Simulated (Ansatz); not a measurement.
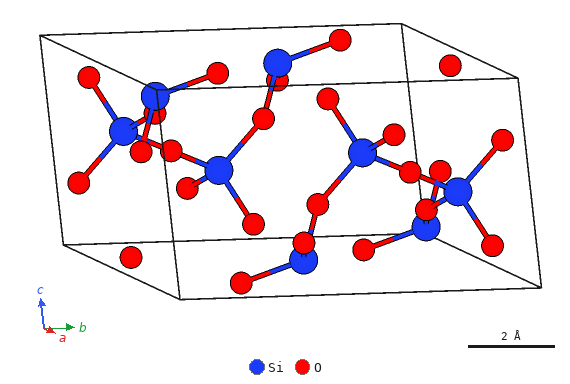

The figure gives a ball-and-stick picture of the atoms, viewed slightly off an axis. Thin lines show the conventional unit cell, with boundary atoms drawn in all their periodic places.

SiO₂, space group C2/c (No. 15), a = 10.68 Å, b = 8.71 Å, c = 5.14 Å, α = 90.00°, β = 114.77°, γ = 90.00°.

Theory: DFT r2SCAN, scalar-relativistic, plane waves, PAW (Ansatz 0.2.0). Numerical settings: plane-wave cutoff 500 eV, k-points about 0.24 Å⁻¹ apart, Gaussian smearing of 0.02 eV, no spin polarisation.

Q: How large a gap does the method give, if there is one?

A: An insulator at this level, with a gap of 6.40 eV.

Q: Give the pressure and its sign.

A: The computed pressure is -0.1 GPa, close to zero.

Source of the structure: a structure listed in the Materials Project. The cell was then strained or its atoms displaced on purpose. Ansatz was used for an electronic-structure calculation on it.
